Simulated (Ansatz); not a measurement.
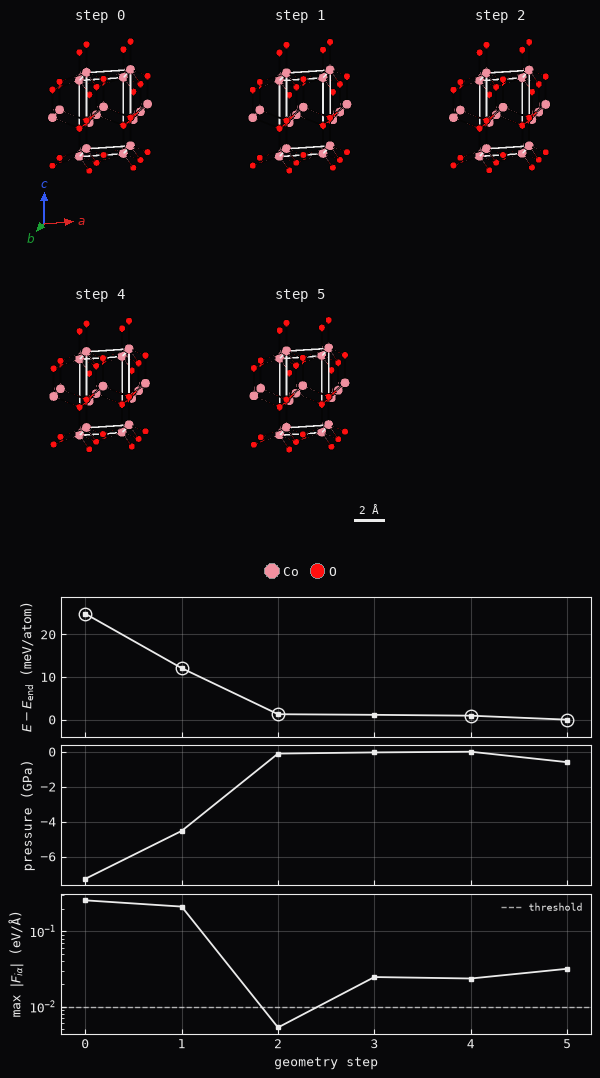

Frames of a relaxation of a crystal of CoO (set up in P3m1), marked on the history of the run. Style: ball-and-stick. Shown: the cell of the calculation, from a free direction.

Case: ferromagnetic.

Method: DFT PBEsol, scalar-relativistic, plane waves, PAW in Ansatz 0.2.0. (plane-wave cutoff 420 eV; k-point mesh 18 × 18 × 8; occupations gaussian; smearing width 0.1 eV; collinear spin; cell and atoms relaxed; force threshold 0.01 eV/Å; at most 60 steps)

> What happens along the run?

The run was cut off at its time limit before the relaxation converged, so the last structure is only a point on the way. The largest moves relative to the cell, 0.014 Å, are those of Co and O atoms. Largest moves by element: Co 0.014 Å, O 0.013 Å. Cell: a = b 3.198 → 3.063 Å (−4.2 %), c 5.229 → 5.262 Å (+0.6 %). Volume −7.6 %. Some distances before and after: Co–O 1.971 → 1.910 Å, Co–O 1.925 → 1.911 Å. The space group stays P6_3mc (No. 186). After 5 geometry steps the energy has fallen by 24.9 meV per atom. The largest force component goes from 0.26 to 0.032 eV/Å. Pressure: −7.28 GPa at the start and −0.59 GPa at the end. Cost: 7.7 min on 1 thread of Intel(R) Xeon(R) Platinum 8488C (Sapphire Rapids) (shared host), peak memory 0.83 GiB. From step 0 to 1: volume −2.4 %, energy −12.8 meV per atom. From step 1 to 2: volume −4.2 %, energy −10.8 meV per atom. From step 2 to 4: volume −0.4 %, energy −0.3 meV per atom. From step 4 to 5: volume −0.8 %, energy −0.9 meV per atom.

| step | E − E(0), meV/atom | largest force component, eV/Å | pressure, GPa | volume, Å³/atom |
| --- | --- | --- | --- | --- |
| 0 | 0.00 | 0.2587 | -7.28 | 11.575 |
| 1 | -12.78 | 0.2136 | -4.53 | 11.293 |
| 2 | -23.59 | 0.0053 | -0.10 | 10.819 |
| 3 | -23.74 | 0.0248 | -0.03 | 10.801 |
| 4 | -23.94 | 0.0237 | 0.01 | 10.776 |
| 5 | -24.87 | 0.0319 | -0.59 | 10.691 |
